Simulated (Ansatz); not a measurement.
Input file:

```
crystal:
  lattice:
    - [4.454, 0.0, 0.0]
    - [-2.227, 3.8572771485, 0.0]
    - [0.0, 0.0, 5.924]
  atoms:
    - { symbol: Te, position: [0.269, 0.0, 0.3333333333] }
    - { symbol: Te, position: [0.0, 0.269, 0.6666666667] }
    - { symbol: Te, position: [0.731, 0.731, 0.0] }
basis:
  ecutwfc: 420
kpoints:
  mp_grid: { grid: [12, 12, 6] }
hamiltonian:
  xc: pbe
scf:
  occupations: { method: gaussian, width: 0.01 }
output:
  forces: true
  stress: true
  eigenvalues: true
  write_density: true
  write_potential: true
  elf: true
  volumetric_format: npy
relax:
  adjacent_minimum: "off"
  f_tol: 0.005
  max_steps: 80
  cell: { stress_tol: 0.05 }
```

Command:

```sh
ansatz run input.yaml --threads 1 --pin off --max-ram 3072MiB --backend cpu --events-out ev --progress --plain --runs-dir out
```

Below, planes, directions and counts refer to the conventional cell (a = 4.52 Å, b = 4.52 Å, c = 5.96 Å, α = 90.00°, β = 90.00°, γ = 120.00°).

The fields are those of the run's last geometry, not of the input's.

Space group P3₁21.

The calculation used Ansatz, DFT PBE, scalar-relativistic, plane waves, PAW.

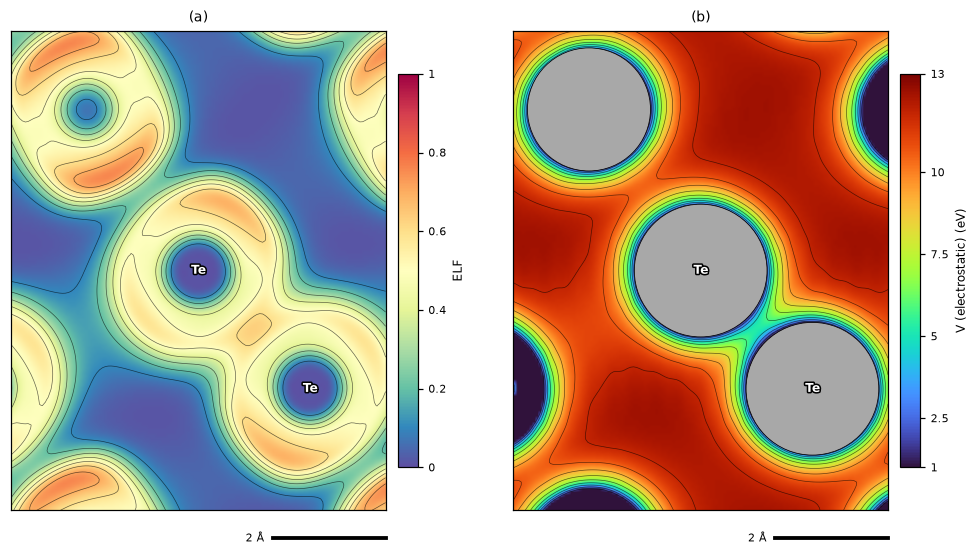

Te. (a) electron localisation function; (b) electrostatic potential energy of an electron on the (110) plane of the conventional cell. Grey discs cover the atomic cores in the potential map.

In a PAW calculation such maps are meaningful between the atoms, not at the nuclei.

> What do the fields say about this system?

The plane passes through Te nuclei. Atoms just off the plane (Te, 0.4 Å away) can leave unmarked features too. Te–Te (2.89 Å): the ELF peaks at about 0.65 between the atoms. Outside the cores the potential energy rises away from the atoms and is highest about 2.7 Å from the nearest atoms; its zero is arbitrary.
